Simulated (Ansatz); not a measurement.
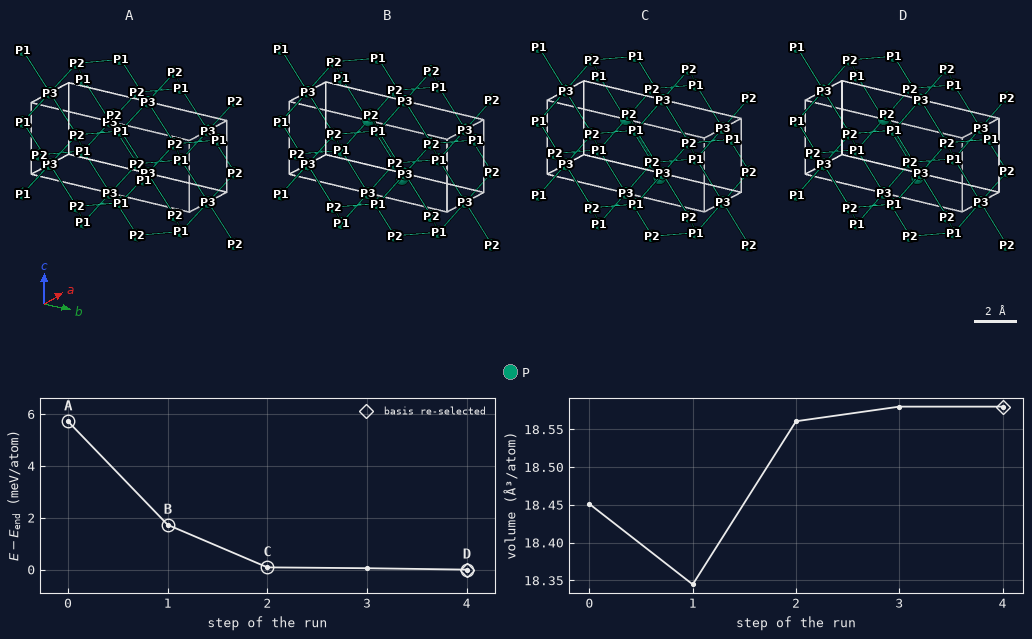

Frames of a relaxation of a crystal of P (a generated structure, set up in Cmmm), marked on the history of the run. Style: ball-and-stick. Shown: the conventional cell (2 times the calculation's cell), from a free direction. Lengths and directions refer to the drawn axes.

All numbers below come from Ansatz, DFT PBE, scalar-relativistic, plane waves, PAW. (plane-wave cutoff 420 eV; k-point mesh 16 × 16 × 12; occupations gaussian; smearing width 0.1 eV; no spin polarisation; cell and atoms relaxed; force threshold 0.01 eV/Å; at most 80 steps)

What happens along the run?

Answer. The energy falls by 5.7 meV per atom in 3 accepted moves (4 points after the start). The largest force component goes from 0.034 to 0.0062 eV/Å. Pressure: 0.40 GPa at the start and 0.01 GPa at the end. The SCF was repeated once at an unchanged geometry on a basis and grid sized afresh for the cell, which shifted the energy by 0.1 meV per atom at most. The largest moves relative to the cell, 0.016 Å, are those of P1 and P2. P1 goes along +b. Cell: a 3.249 → 3.192 Å (−1.7 %), b 9.204 → 9.136 Å (−0.7 %), c 3.703 → 3.822 Å (+3.2 %). Volume +0.7 %. Among the contacts that change: P1–P3 2.428 → 2.456 Å, P1–P2 2.185 → 2.178 Å. Among the angles between lasting bonds that change: P1–P3–P2 80.6° → 77.8°, P3–P1–P3 99.4° → 102.2°. The space group stays Cmmm (No. 65). Cost: 4.6 min on 1 thread of Intel(R) Xeon(R) Processor @ 2.50GHz (Skylake/Cascade Lake), with other jobs on the host, peak memory 0.64 GiB. From step 0 to 1: P atoms move most (0.02 Å), volume −0.6 %, energy −4.0 meV per atom. From step 1 to 2: volume +1.2 %, energy −1.6 meV per atom. From step 2 to 4: volume +0.1 %, energy −0.1 meV per atom.
